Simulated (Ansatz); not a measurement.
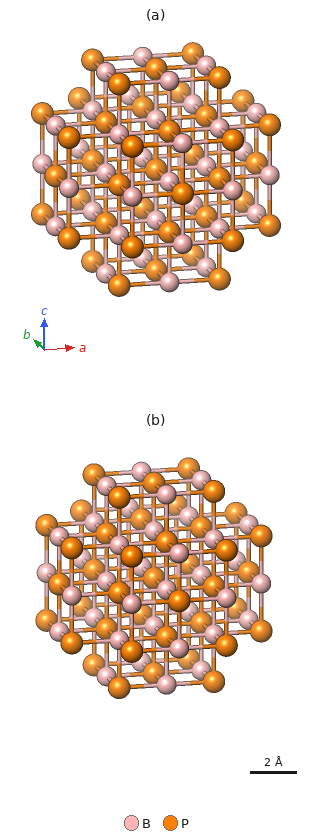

The structure of a crystal of BP (built on the LiH-225 type type) before (top) and after (bottom) a relaxation, at one scale.

A ball-and-stick model of the conventional cell (4 times the calculation's cell), seen slightly off an axis. Lengths and directions refer to the drawn axes.

These are results of Ansatz, DFT, PBEsol, plane waves, PAW, not measurements. Settings: plane-wave cutoff 420 eV; k-point mesh 8 × 8 × 8; occupations fermi dirac; smearing width 0.03 eV; no spin polarisation; cell and atoms relaxed; force threshold 0.01 eV/Å; at most 120 steps.

Question: Describe what moved and what it gained.

Answer: No atom moves by more than 0.005 Å relative to the cell. The drawn cell changes as follows: a = b = c 4.532 → 4.279 Å (−5.6 %); the volume changes by −15.9 %. Among the contacts that change: B–P 2.266 → 2.139 Å. The space group stays Fm-3m (No. 225). After 5 accepted moves (7 points after the start) the energy has fallen by 0.262 eV per cell of the calculation. All forces vanish by symmetry, so only the cell relaxes. The pressure goes from −19.59 to 0.00 GPa. The SCF was repeated twice at an unchanged geometry on a basis and grid sized afresh for the cell, which shifted the energy by 1.3 meV per cell of the calculation at most.
